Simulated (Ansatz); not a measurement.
MoS₂ (space group P-3m1, No. 164). Coordinates: the end point of a relaxation at fixed volume with Ansatz, DFT r2SCAN, scalar-relativistic, plane waves, PAW.

```
Mo S
1.0
     3.21409    0.00000    0.00000
    -1.60704    2.78348    0.00000
     0.00000    0.00000    5.94200
Mo S
1 2
Direct
  0.00000 0.00000 0.50000
  0.33333 0.66667 0.23990
  0.66667 0.33333 0.76010
```

Describe how the polyhedra about Mo are linked (bonds: Mo–S below 2.7 Å).

Mo: MoS6 octahedron, sharing edges with six neighbours.

They form layers of edge-sharing octahedra parallel to (001).

Centre to centre across a shared edge: 3.21 Å.

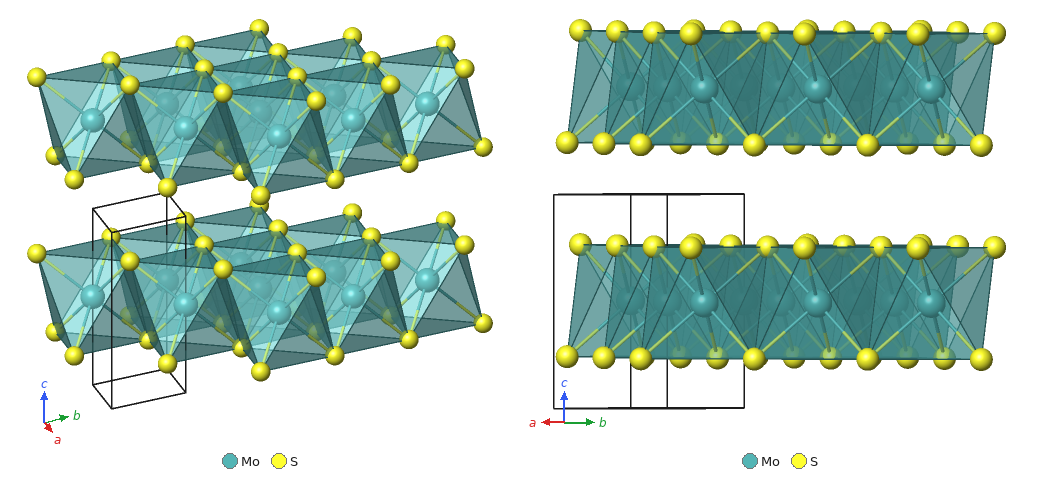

Polyhedra are drawn about Mo (bonds: Mo–S below 2.7 Å); other atoms are plain spheres. Two views of the same piece.
